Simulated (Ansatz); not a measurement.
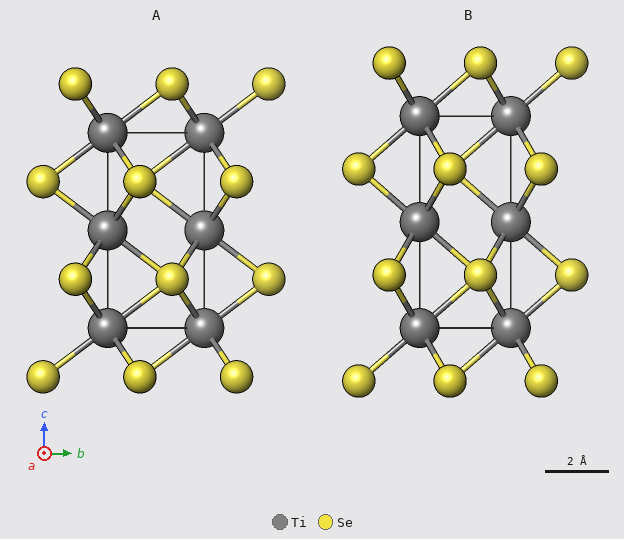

Two geometries of a crystal of TiSe (set up in P6_3/mmc), drawn at one scale. One is the start of a relaxation, the other its converged end. The picture is a ball-and-stick view of the cell of the calculation, seen along the a axis.

Method: Ansatz, DFT PBEsol, scalar-relativistic, plane waves, PAW. (plane-wave cutoff 420 eV; k-point mesh 12 × 12 × 8; occupations gaussian; smearing width 0.1 eV; collinear spin; cell and atoms relaxed; force threshold 0.005 eV/Å; at most 80 steps)

Q: Which geometry has the lower energy?

A: Structure B is the relaxed one. No atom moves by more than 0.005 Å relative to the cell. The volume changes by −3.3 %, with a = b 3.559 → 3.358 Å (−5.7 %), c 6.220 → 6.755 Å (+8.6 %). Some distances before and after: Ti–Ti 3.110 → 3.377 Å, Se–Ti 2.577 → 2.571 Å. Among the angles between lasting bonds that change: Ti–Se–Ti 74.2° → 82.1°, Se–Ti–Se 92.6° → 98.5°, Ti–Se–Ti 87.4° → 81.5°. The space group stays P6_3/mmc (No. 194). The energy falls by 64.3 meV per atom in 5 accepted moves (7 points after the start). All forces vanish by symmetry, so only the cell relaxes. The pressure goes from −0.71 to −0.03 GPa. The SCF was repeated twice at an unchanged geometry on a basis and grid sized afresh for the cell, which shifted the energy by 0.2 meV per atom at most. The program noted that the starting moments weren't kept.
